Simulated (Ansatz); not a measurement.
System: CsH, space group P6_3/mmc (No. 194), 4 atoms in the cell, wurtzite type, epitaxial (xy) strain −0.3%.

```xyz
4
Lattice="5.3223 0.0000 0.0000 -2.6612 4.6093 0.0000 0.0000 0.0000 6.3618" Properties=species:S:1:pos:R:3 pbc="T T T"
Cs    0.0000    3.0729   -0.3976
Cs    2.6612    1.5364    2.7833
H     0.0000    3.0729    2.7833
H     2.6612    1.5364    5.9642
```

Computed with Ansatz: DFT, r2SCAN, plane waves, PAW, no spin polarisation, 6×6×4 k mesh, 500 eV cutoff.

What does the calculation give for the electronic structure?

There is a gap; over the k points computed it is 3.21 eV (indirect; the smallest direct gap is 3.35 eV). The upper group of valence states starts about 1.2 eV under the valence-band top (which lies at −1.6 eV on this axis), with a gap beneath it; it holds about 4 electrons a cell. Within the window shown, the tallest peak of the filled states lies 8.2 eV under the valence-band top, at about 19 states per eV and cell.

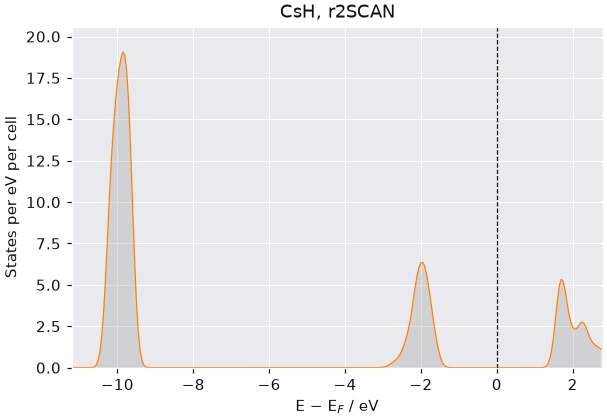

Density of states. Energies are counted from the Fermi level, put mid-gap where there is a gap. The curve is built from the levels of the k mesh with Gaussians 0.3 eV wide, which also blur the band edges.
